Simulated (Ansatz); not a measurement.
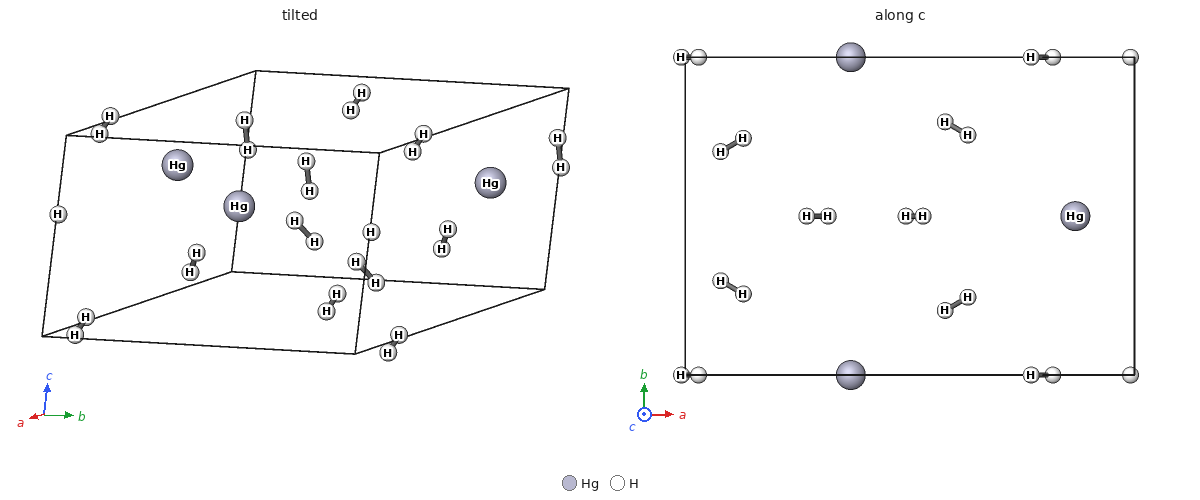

The crystal in a ball-and-stick representation, seen slightly off an axis and along the c axis. The parallelepiped is the conventional unit cell. Cell: a = 11.74 Å, b = 7.88 Å, c = 4.78 Å, α = 90.00°, β = 108.39°, γ = 90.00°.

Source of the structure: a structure type filled with these elements by a generator (whether the compound takes this form wasn't checked). Earlier steps of the study, as a rule a relaxation of our own, may have changed the cell and positions, so they can lie some per cent off the listed ones. It was run through Ansatz as a DFT input.

Summary of the structure:

Answer. This is HgH₈. It is base-centred monoclinic, space group Cm (No. 8). With Z = 2, the cell contains 2 Hg, 16 H. About every H there is one H at about 0.8 Å. The bonds build separate H2 groups; Hg atoms get no bond from the drawing's distance rule.

The calculation: Ansatz, DFT r2SCAN, scalar-relativistic, plane waves, PAW, with a cutoff energy of 500 eV, k-points about 0.24 Å⁻¹ apart, Gaussian smearing of 0.02 eV, no spin polarisation.

What is the band gap, if any?

Answer. An insulator at this level, with a gap of 4.92 eV, direct.

Predict the Bader charges.

Answer. Hg +0.02 e; H 0.00 e.

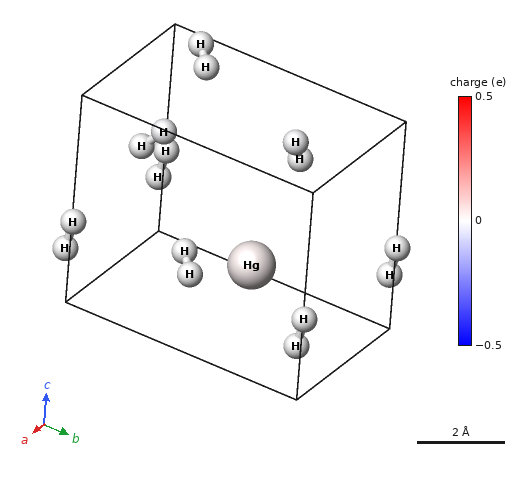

The atoms coloured by those charges. The run's cell of 9 atoms is drawn, so axes and origin can differ from the first picture.

Is the structure relaxed at this level of theory?

Answer. No. The largest force is 0.31 eV/Å, on H. The pressure is -0.3 GPa, so the cell would contract.

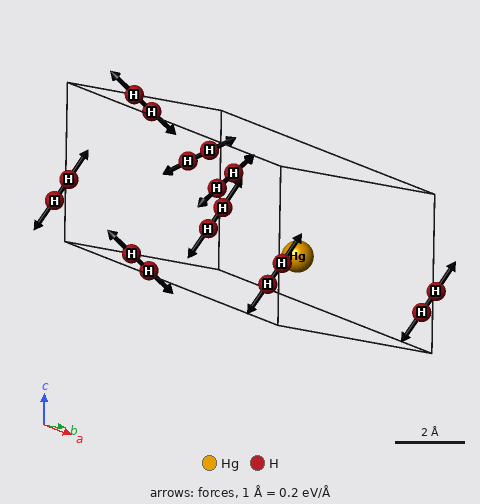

The forces as arrows. The run's cell of 9 atoms is drawn, so axes and origin can differ from the first picture.
